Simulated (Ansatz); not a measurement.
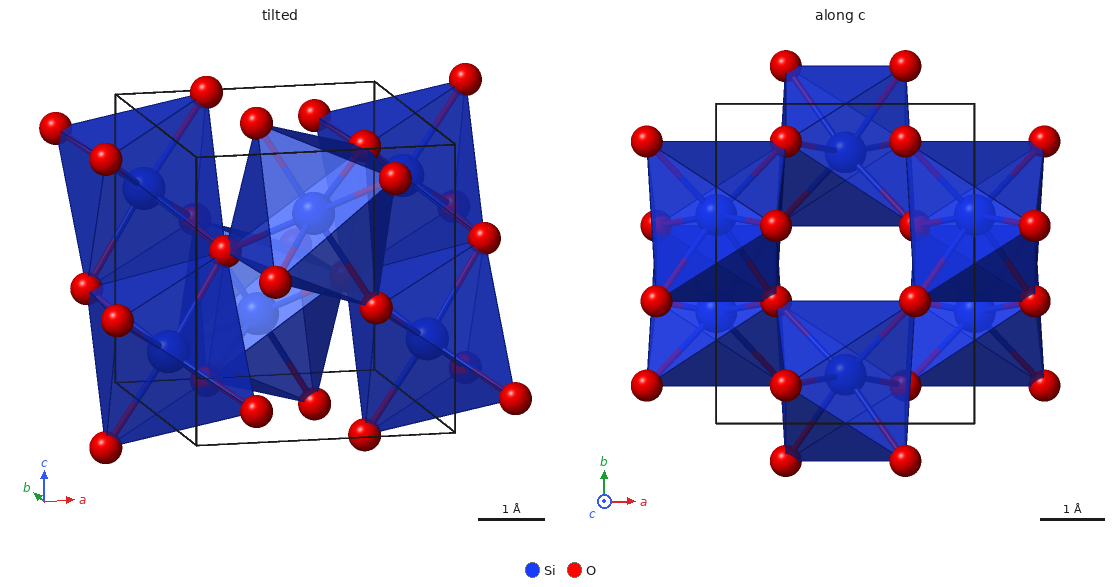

Crystal structure, polyhedral style, seen slightly off an axis and along the c axis. The wireframe shows the conventional unit cell. A few atoms beyond the faces are included.

SiO$_{2}$, space group Pbcn (No. 60), a = 4.071 Å, b = 5.030 Å, c = 4.483 Å, α = 90.00°, β = 90.00°, γ = 90.00°. The model was built from a structure type filled with these elements by a generator (whether the compound takes this form wasn't checked). Earlier steps of the study may have refined or changed the cell and positions. Ansatz was used for an electronic-structure calculation on it.

This one geometry was computed with Ansatz (DFT, plane waves, PAW) at four levels of theory: PBE0, HSE06, PBE and r2SCAN. It was relaxed beforehand with r2SCAN.

Question: Which level gives the highest pressure at this volume, and what does that say about its equilibrium volume?

Answer: Highest: PBE (9.7 GPa), which points to the largest equilibrium volume. Lowest, with the smallest volume: PBE0 (-2.1 GPa) and HSE06 (-2.1 GPa). Levels within 0.5 GPa of each other can't be told apart.

Question: How does the band gap change with the level of theory?

Answer: PBE: a gap of 5.81 eV, direct; r2SCAN: a gap of 6.75 eV, direct; HSE06: a gap of 7.86 eV, direct; PBE0: a gap of 8.63 eV, direct.

Question: Collect the results in a table.

Answer:
| level | cutoff (eV) | k-mesh of the run's cell | gap (eV) | pressure (GPa) |
| --- | --- | --- | --- | --- |
| PBE0 | 420 | 4×4×4 | 8.63 | -2.1 |
| HSE06 | 420 | 4×4×4 | 7.86 | -2.1 |
| PBE | 420 | 6×6×6 | 5.81 | 9.7 |
| r2SCAN | 500 | 6×6×6 | 6.75 | 0.0 |

Gaps are taken on the k-mesh or band path of each run.
